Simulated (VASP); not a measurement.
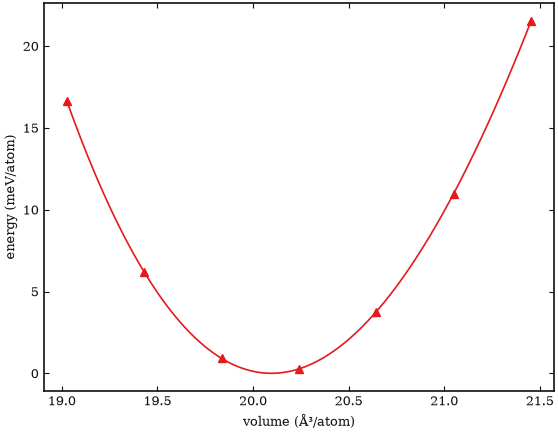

The plot gives the computed energy against volume.

How it was computed, with VASP 6.6.1: plane-wave DFT, no spin polarisation; energies at scaled volumes of the given cell, shape and fractions fixed, counted from the fit's minimum, third-order Birch-Murnaghan fit. Level: PBEsol.

Question: For which of these solids was it computed?
A. BeTe, F-43m (No. 216)
B. SnO, P4/nmm (No. 129)
C. GaP, F-43m (No. 216)
D. GaAs, F-43m (No. 216)

Answer: C, GaP: energy from 0.28 meV/atom to 21.54 meV/atom, V0 20.1 Å³/atom, B0 84.7 GPa. The others give: BeTe, energy from 0.00 meV/atom to 45.24 meV/atom, V0 22.1 Å³/atom, B0 60.3 GPa; GaAs, energy from 0.11 meV/atom to 23.27 meV/atom, V0 22.7 Å³/atom, B0 68.8 GPa; SnO, energy from 0.01 meV/atom to 19.95 meV/atom, V0 17.74 Å³/atom, B0 94.4 GPa.

For SnO, limits of the calculation: shape and atomic fractions are frozen while scaling, which makes layered, chain and framework solids too stiff.
